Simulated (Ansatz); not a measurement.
**Run report: Mo, geometry relaxation (part 1 of 3)**

The run: geometry relaxation of Mo (slab, 20 atoms in the cell). Method and program: DFT PBE+D3(BJ), scalar-relativistic, plane waves, PAW, no spin polarisation (Ansatz 0.2.0).

The structure derives from an entry of the Crystallography Open Database. The input holds or restrains some coordinates. Forces given for the steps count only the free coordinates. It belongs to a series of runs on one base structure; here: clean slab, lower half held. Figures and captions count atoms from 1; the log counts them from 0 in places.

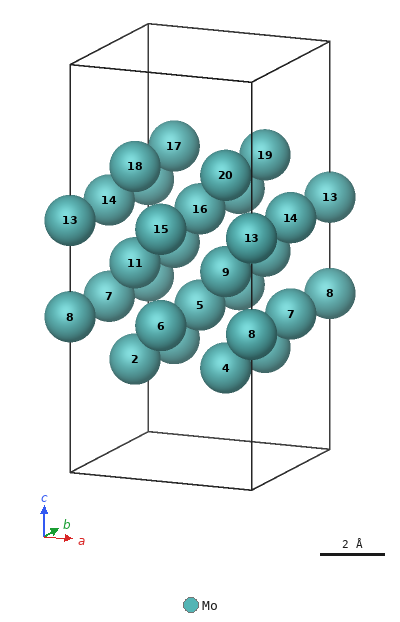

The starting structure (spheres-only view of the cell of the calculation, with the vacuum cut short, seen slightly off an axis; atoms are numbered from 1 in the order of the input). An atom can appear more than once, as a periodic image.

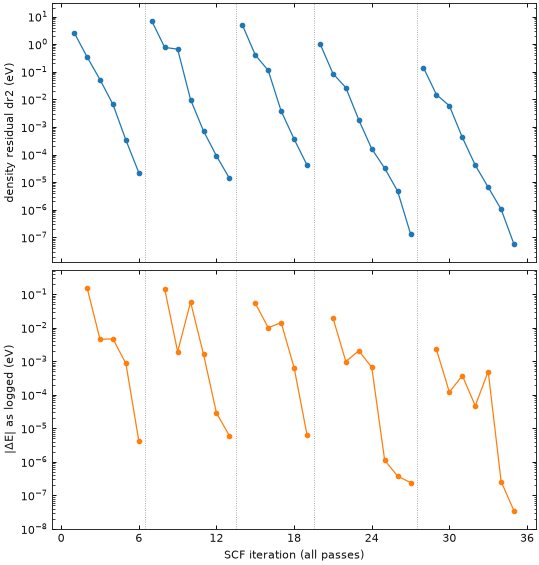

Convergence of the self-consistent field: density residual dr2 and size of the energy change against the SCF iteration. The dotted lines part the SCF passes of the relaxation: geometry steps, rejected trials and re-solves on a re-selected basis. The 5 passes take 6 to 8 iterations each, 35 in all.

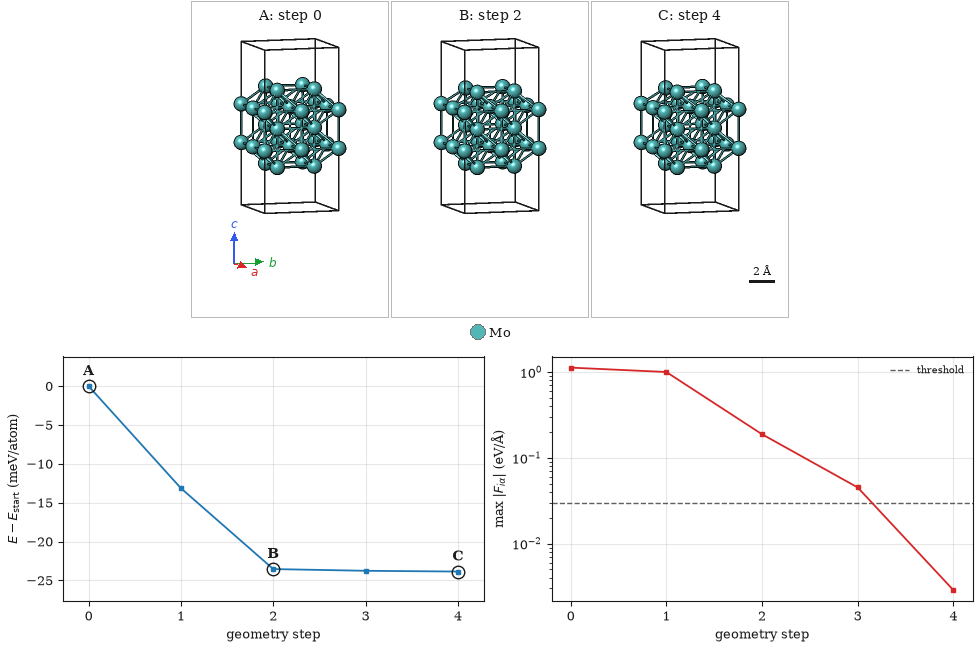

Frames of the restrained relaxation (ball-and-stick view of the cell of the calculation, with the vacuum cut short, seen slightly off an axis) above the curves, on which the letters mark them (the first geometry is step 0 here and step 1 in the log).

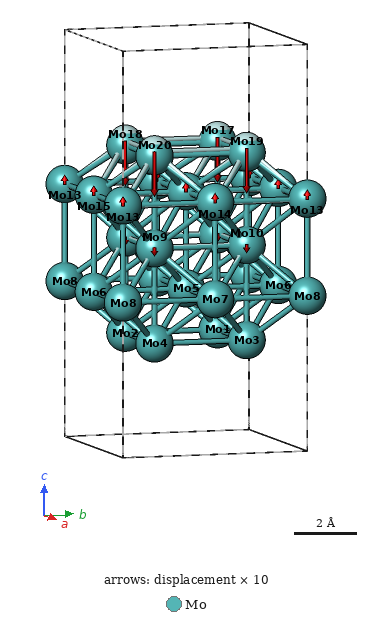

Start (faint) and end (solid) with the displacements as red arrows, magnified 10 times (ball-and-stick view of the cell of the calculation, with the vacuum cut short, seen slightly off an axis). The energy falls by 23.9 meV per atom in 4 geometry steps. Largest force component: 1.1 eV/Å at the start, 0.0029 eV/Å at the end. The largest moves, 0.15 Å, are those of Mo17, Mo18, Mo19 and Mo20. The cell doesn't change. Among the contacts that change: Mo10–Mo19 3.130 → 3.011 Å, Mo13–Mo17 2.711 → 2.609 Å, Mo10–Mo13 2.711 → 2.749 Å, Mo5–Mo16 3.130 → 3.165 Å. (Atoms are counted from 1 in the order of the input.)

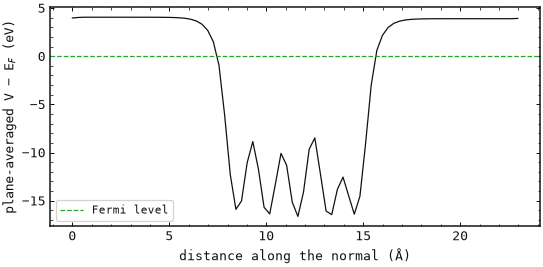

Plane average of the electrostatic potential energy of an electron across the cell, from the Fermi level. The vacuum level lies 3.89 eV above the Fermi level on the upper side and 4.05 eV on the lower.

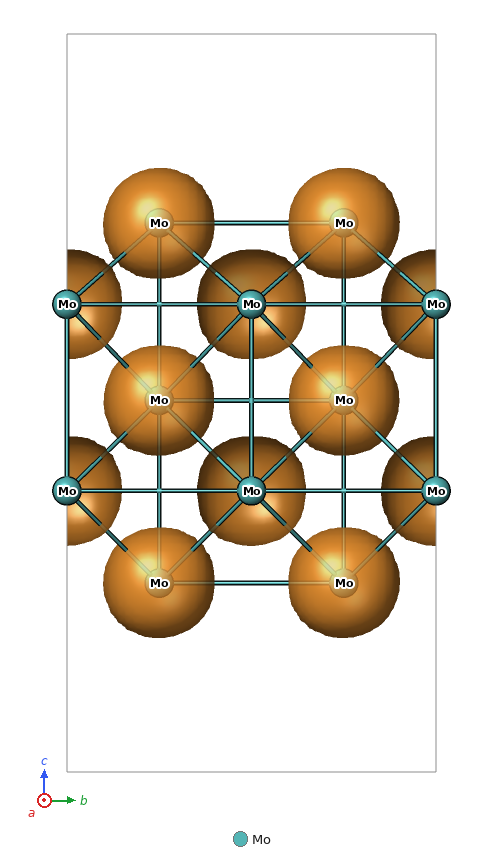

Isosurface of the valence pseudo-density at 0.8 e/Å³ (orange), seen along the a axis. Sticks mark near contacts. At this value the density breaks into separate islands; it holds about 70 % of the electrons treated as valence (semicore included). It is pinched off along the Mo–Mo (2.61 Å), Mo–Mo (2.69 Å), Mo–Mo (2.75 Å) and Mo–Mo (3.01 Å) contacts. On the grid the lowest density along these lines, outside the cores, is 0.47 e/Å³ (Mo–Mo, 2.61 Å), 0.4 e/Å³ (Mo–Mo, 2.69 Å), 0.36 e/Å³ (Mo–Mo, 2.75 Å) and 0.29 e/Å³ (Mo–Mo, 3.01 Å). Core electrons are frozen (PAW), so the fields are smoothed inside the atomic spheres.

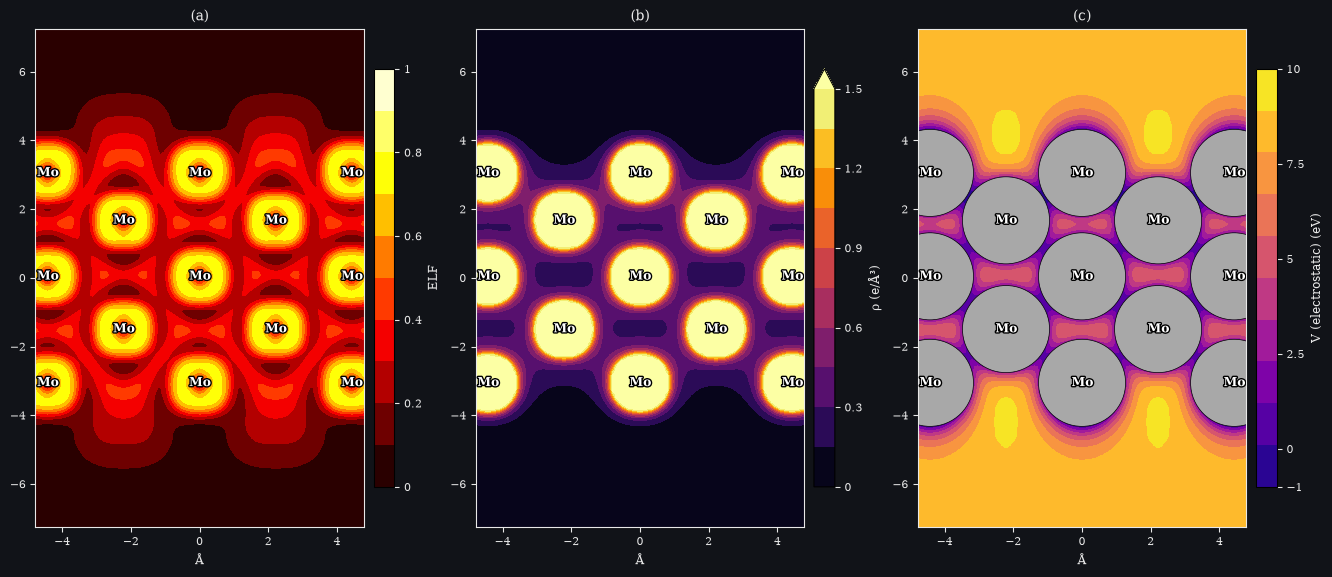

(a) electron localisation function; (b) valence electron density; (c) electrostatic potential energy of an electron on the (11̄0) plane of the calculation cell, a cut from vacuum to vacuum. Grey discs, where drawn, cover atomic cores. The section cuts through Mo sites. Mo–Mo (2.61 Å): the density is about 0.47 e/Å³ at the midpoint; the ELF is about 0.35 at the midpoint, which marks metallic bonding. Mo–Mo (2.71 Å): the density is about 0.4 e/Å³ at the midpoint; the ELF is about 0.35 at the midpoint, which marks metallic bonding. Mo–Mo (2.75 Å): ρ at the midpoint is about 0.36 e/Å³; the ELF is about 0.30 at the midpoint; no shared electron pair. The density dies away to nearly zero in the vacuum. The strong features right at Mo lie inside the PAW spheres (semicore, d or f shells) and say nothing about bonding.

The input and output of the run follow.

### Input
```yaml
crystal:
  lattice:
    - [6.2604336893, 0.0, 0.0]
    - [0.0, 6.2604336893, 0.0]
    - [0.0, 0.0, 23.2604336893]
  atoms:
    - { symbol: Mo, position: [0.25, 0.75, 0.3654274083] }
    - { symbol: Mo, position: [0.25, 0.25, 0.3654274083] }
    - { symbol: Mo, position: [0.75, 0.75, 0.3654274083] }
    - { symbol: Mo, position: [0.75, 0.25, 0.3654274083] }
    - { symbol: Mo, position: [0.5, 0.5, 0.4327137042] }
    - { symbol: Mo, position: [0.5, 0.0, 0.4327137042] }
    - { symbol: Mo, position: [0.0, 0.5, 0.4327137042] }
    - { symbol: Mo, position: [0.0, 0.0, 0.4327137042] }
    - { symbol: Mo, position: [0.75, 0.25, 0.5] }
    - { symbol: Mo, position: [0.75, 0.75, 0.5] }
    - { symbol: Mo, position: [0.25, 0.25, 0.5] }
    - { symbol: Mo, position: [0.25, 0.75, 0.5] }
    - { symbol: Mo, position: [0.0, 0.0, 0.5672862958] }
    - { symbol: Mo, position: [0.0, 0.5, 0.5672862958] }
    - { symbol: Mo, position: [0.5, 0.0, 0.5672862958] }
    - { symbol: Mo, position: [0.5, 0.5, 0.5672862958] }
    - { symbol: Mo, position: [0.25, 0.75, 0.6345725917] }
    - { symbol: Mo, position: [0.25, 0.25, 0.6345725917] }
    - { symbol: Mo, position: [0.75, 0.75, 0.6345725917] }
    - { symbol: Mo, position: [0.75, 0.25, 0.6345725917] }
basis:
  ecutwfc: 420
kpoints:
  mp_grid: { grid: [5, 5, 1] }
hamiltonian:
  xc: pbe
  dispersion: d3bj
scf:
  occupations: { method: gaussian, width: 0.1 }
output:
  forces: true
  eigenvalues: true
  write_density: true
  write_potential: true
  elf: true
  volumetric_format: npy
relax:
  adjacent_minimum: "off"
  f_tol: 0.03
  max_steps: 70
  constraints: [{ sites: [0, 1, 2, 3, 4, 5, 6, 7] }]
efield:
  axis: 3
  dipole_correction: true
  ramp_width: 0.04
```

Command:
```bash
ansatz run input.yaml --threads 4 --pin off --max-ram 10240MiB --backend cpu --events-out ev --progress --plain --runs-dir out
```

### Log
```
Engine: ansatz 0.2.0, aarch64-unknown-linux-gnu
Pseudopotentials: kind: paw
Pseudopotential: Mo, paw, valence charge 14, recommended cutoff 420 eV (normal), Mo.paw.azcp
Functional definition: PBE
  parameter kappa = 0.804
  parameter beta = 0.06672455060314922
  exchange = pbe_x(kappa = kappa, mu = beta*pi^2/3)
  correlation = pbe_c(beta = beta)
Crystal: 20 atoms, lattice volume = 911.647 Å³
Basis set: ecut = 420 eV, 17833 PW (Γ), exchange–correlation on 90×90×320 points (8 copies of the dense FFT grid, shifted against one another)
Bands: 168, of which v1, the nominal top of the filled ones, is band 140 counted from 1 (139 counted from 0)
Symmetry: 32 space group operations
k-points: 6 of 25
Non-local potential: Mo, projectors of the file, l = 0: 3, l = 1: 2, l = 2: 2, l = 3: 1
PAW form: soft (Blöchl's): semilocal exchange-correlation on the pseudo side does not see the compensation charge
PAW one-centre angular grid: Mo, 590 points (default); XC on 64 Gauss nodes
Initial density: superposition of atomic densities (neutral atoms: chi_scale 0, normalization atom), corrected by the library's trained network
Initial wavefunctions: pseudopotential atomic-orbital guess
Functional: x = pbe(κ = 0.804, μ = 0.2195149727645171), c = pbe(β = 0.06672455060314922)
SCF iter   1: F=—  HF=-99113.572255 eV  |F-HF|=—  |Δ(HF+E_count)|=         —  Δρ=8.61e-3  dr2=2.65e0  ethr=1.77e-3  p=-0.000 e·Å  D=-1.83e-14 V/Å  ΔV_dip=0.00 eV  dr2_dipole=2.47e-9  V_vac-E_F(+/−)=4.03/4.03 eV  ⟨swp⟩=10.0  Hψ=5034  notcnv=0
efield: sawtooth ramp at fractional position 0.9800 (placed from the atoms, in the widest stretch of the axis that holds none; the zero of the levels goes with the place), width 0.0400; the density the first Hamiltonian is built on has a dipole p = -0.000 e·Å; the dipole correction subtracts the counter field D = -1.83e-14 V/Å, which shifts the + side's vacuum level by +0.00 eV against the − side's; the planar-averaged density in the ramp window peaks in size at 1.1e-5 e/Å³
preconditioner: auto → LDOS  [metal: Δε(μ)=0.010 eV  Ē_g=3.542 eV  σ=0.100 eV  W_gap=0.06  n_scr=156 (ndim 8)  ℏωp=13.5 eV  f_vac=0.570  D(μ)=44.01/eV (n_scr^D=396)  β→1.0]
SCF iter   2: F=—  HF=-99113.415112 eV  |F-HF|=—  |Δ(HF+E_count)|=   1.57e-1  Δρ=3.12e-3  dr2=3.47e-1  ethr=9.45e-4  p=0.000 e·Å  D=6.03e-7 V/Å  ΔV_dip=-0.00 eV  dr2_dipole=2.24e-10  V_vac-E_F(+/−)=3.99/3.99 eV  ⟨swp⟩=2.0  Hψ=1204  notcnv=0  defer=102
SCF iter   3: F=—  HF=-99113.410572 eV  |F-HF|=—  |Δ(HF+E_count)|=   4.54e-3  Δρ=1.69e-3  dr2=5.21e-2  ethr=1.24e-4  p=0.000 e·Å  D=6.54e-7 V/Å  ΔV_dip=-0.00 eV  dr2_dipole=1.93e-10  V_vac-E_F(+/−)=4.00/4.00 eV  ⟨swp⟩=2.0  Hψ=1243  notcnv=0  defer=102
SCF iter   4: F=—  HF=-99113.405914 eV  |F-HF|=—  |Δ(HF+E_count)|=   4.66e-3  Δρ=4.96e-4  dr2=6.61e-3  ethr=1.86e-5  p=0.000 e·Å  D=3.84e-7 V/Å  ΔV_dip=-0.00 eV  dr2_dipole=3.04e-10  V_vac-E_F(+/−)=4.01/4.01 eV  ⟨swp⟩=2.2  Hψ=1259  notcnv=0  defer=102
SCF iter   5: F=—  HF=-99113.405052 eV  |F-HF|=—  |Δ(HF+E_count)|=   8.62e-4  Δρ=1.28e-4  dr2=3.37e-4  ethr=2.36e-6  p=0.000 e·Å  D=2.39e-7 V/Å  ΔV_dip=-0.00 eV  dr2_dipole=1.89e-10  V_vac-E_F(+/−)=4.01/4.01 eV  ⟨swp⟩=2.2  Hψ=1383  notcnv=0  defer=61
SCF iter   6: F=-99113.405048 eV  HF=-99113.405048 eV  |F-HF|=4.37e-7  |Δ(HF+E_count)|=   4.20e-6  Δρ=2.90e-5  dr2=2.20e-5  ethr=8.04e-9  p=0.000 e·Å  D=1.65e-7 V/Å  ΔV_dip=-0.00 eV  dr2_dipole=9.14e-11  V_vac-E_F(+/−)=4.02/4.02 eV  ⟨swp⟩=22.0  Hψ=11250  notcnv=0
SCF 1 converged in 6 iterations: F = -99113.405048 eV  dr2 = 2.20e-5
  greatest PAW one-centre occupation: 0.998 electrons in one spin orbital (limit 2), on the Mo atom at site 19 (counted from 0), in its partial waves of l = 0
relax step   1: F+E_penalty+E_count = -99113.40504773 eV  Δ(F+E_penalty+E_count) = +0.000e0 eV  max|allowed force component| = 1.129e0 eV/Å  Δτ_max = 0.0000 Å  (6 SCF iters, dr2 threshold 2.25e-5 eV, accepted)
Initial density: handed on by an earlier stage of this run
Initial wavefunctions: those handed on with the density
iter 1 solved again at ethr=2.03e-3 eV; its pass at ethr=3.10e-3 eV (dr2=5.69e0 eV) is discarded
SCF iter   1: F=—  HF=-99113.870000 eV  |F-HF|=—  |Δ(HF+E_count)|=         —  Δρ=1.13e-2  dr2=6.91e0  ethr=2.03e-3  p=-0.000 e·Å  D=-5.86e-7 V/Å  ΔV_dip=0.00 eV  dr2_dipole=2.01e0  V_vac-E_F(+/−)=4.04/4.04 eV  ⟨swp⟩=1.0  Hψ=3344  notcnv=0  defer=69
efield: sawtooth ramp at fractional position 0.9800 (handed on by an earlier solve), width 0.0400; the density the first Hamiltonian is built on has a dipole p = -0.000 e·Å; the dipole correction subtracts the counter field D = -5.86e-7 V/Å, which shifts the + side's vacuum level by +0.00 eV against the − side's; the planar-averaged density in the ramp window peaks in size at 2.5e-6 e/Å³
preconditioner: auto → LDOS  [metal: Δε(μ)=0.023 eV  Ē_g=3.706 eV  σ=0.100 eV  W_gap=0.13  n_scr=156 (ndim 8)  ℏωp=13.5 eV  f_vac=0.577  D(μ)=32.04/eV (n_scr^D=262)  β→1.0]
SCF iter   2: F=—  HF=-99113.725905 eV  |F-HF|=—  |Δ(HF+E_count)|=   1.44e-1  Δρ=5.54e-3  dr2=7.67e-1  ethr=2.03e-3  p=0.007 e·Å  D=1.47e-3 V/Å  ΔV_dip=-0.03 eV  dr2_dipole=1.07e-1  V_vac-E_F(+/−)=3.97/4.00 eV  ⟨swp⟩=2.5  Hψ=1314  notcnv=0  defer=69
SCF iter   3: F=—  HF=-99113.727837 eV  |F-HF|=—  |Δ(HF+E_count)|=   1.93e-3  Δρ=5.02e-3  dr2=6.60e-1  ethr=2.74e-4  p=0.008 e·Å  D=1.52e-3 V/Å  ΔV_dip=-0.04 eV  dr2_dipole=1.08e-2  V_vac-E_F(+/−)=3.98/4.01 eV  ⟨swp⟩=2.7  Hψ=1659  notcnv=0  defer=88
SCF iter   4: F=—  HF=-99113.669314 eV  |F-HF|=—  |Δ(HF+E_count)|=   5.85e-2  Δρ=5.90e-4  dr2=9.75e-3  ethr=2.36e-4  p=0.010 e·Å  D=1.93e-3 V/Å  ΔV_dip=-0.04 eV  dr2_dipole=1.90e-3  V_vac-E_F(+/−)=3.96/4.01 eV  ⟨swp⟩=2.2  Hψ=1324  notcnv=0  defer=89
SCF iter   5: F=—  HF=-99113.667703 eV  |F-HF|=—  |Δ(HF+E_count)|=   1.61e-3  Δρ=2.06e-4  dr2=7.19e-4  ethr=3.48e-6  p=0.013 e·Å  D=2.64e-3 V/Å  ΔV_dip=-0.06 eV  dr2_dipole=7.52e-8  V_vac-E_F(+/−)=3.95/4.01 eV  ⟨swp⟩=2.7  Hψ=1474  notcnv=0  defer=89
SCF iter   6: F=—  HF=-99113.667732 eV  |F-HF|=—  |Δ(HF+E_count)|=   2.86e-5  Δρ=6.17e-5  dr2=8.96e-5  ethr=2.57e-7  p=0.015 e·Å  D=3.07e-3 V/Å  ΔV_dip=-0.07 eV  dr2_dipole=6.62e-7  V_vac-E_F(+/−)=3.94/4.01 eV  ⟨swp⟩=2.8  Hψ=1684  notcnv=0  defer=89
SCF iter   7: F=-99113.667730 eV  HF=-99113.667738 eV  |F-HF|=7.55e-6  |Δ(HF+E_count)|=   6.03e-6  Δρ=2.57e-5  dr2=1.39e-5  ethr=2.84e-8  p=0.016 e·Å  D=3.25e-3 V/Å  ΔV_dip=-0.08 eV  dr2_dipole=1.95e-7  V_vac-E_F(+/−)=3.94/4.01 eV  ⟨swp⟩=24.7  Hψ=11671  notcnv=0
SCF 2 converged in 7 iterations: F = -99113.667730 eV  dr2 = 1.39e-5
  greatest PAW one-centre occupation: 0.999 electrons in one spin orbital (limit 2), on the Mo atom at site 19 (counted from 0), in its partial waves of l = 0
relax step   2: F+E_penalty+E_count = -99113.66773002 eV  Δ(F+E_penalty+E_count) = -2.627e-1 eV  max|allowed force component| = 1.003e0 eV/Å  Δτ_max = 0.1947 Å  (7 SCF iters, dr2 threshold 7.96e-5 eV, accepted)
iter 1 solved again at ethr=1.86e-3 eV; its pass at ethr=3.10e-3 eV (dr2=5.21e0 eV) is discarded
```
